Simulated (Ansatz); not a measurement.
System: Cu.

```yaml
crystal:
  lattice:
    - [0.00000, 0.00000, 2.72001]
    - [2.83961, -2.83961, 0.00000]
    - [2.94076, 2.94076, 0.00000]
  atoms:
    - { symbol: Cu, position: [0.00000, 0.00000, 0.00000] }
    - { symbol: Cu, position: [0.50000, 0.50000, 0.00000] }
    - { symbol: Cu, position: [0.00000, 0.50000, 0.50000] }
    - { symbol: Cu, position: [0.50000, 0.00000, 0.50000] }
```

Space group Fmmm; a structure from a database of computed crystals, not necessarily the ambient phase; changed on purpose from its base cell (strain +0.0350 x Voigt [0, 0, 0, 0, 0, 1], atoms carried along); computed without spin polarisation.

These are results of DFT PBEsol, scalar-relativistic, plane waves, PAW (Ansatz 0.2.0), not measurements.

What will maps of the valence pseudo-density and electron localisation function show?

Answer. Cu–Cu (2.48 Å): the density is about 0.3 e/Å³ at the midpoint; the ELF is about 0.20 at the midpoint; no localised pair shows between them.

Does the calculation make it a metal, or give it a gap?

Answer. It is metallic or semimetallic at this level of theory: no gap opens.

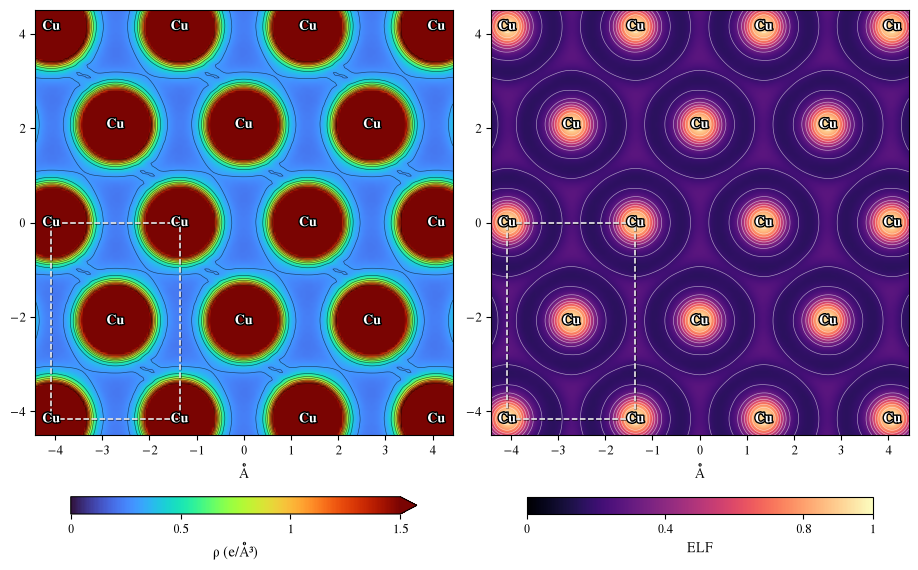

Computed valence pseudo-density and electron localisation function on the (010) plane of the conventional cell, in this order. 

Core electrons are frozen (PAW), and the valence fields are smoothed inside the atomic spheres.
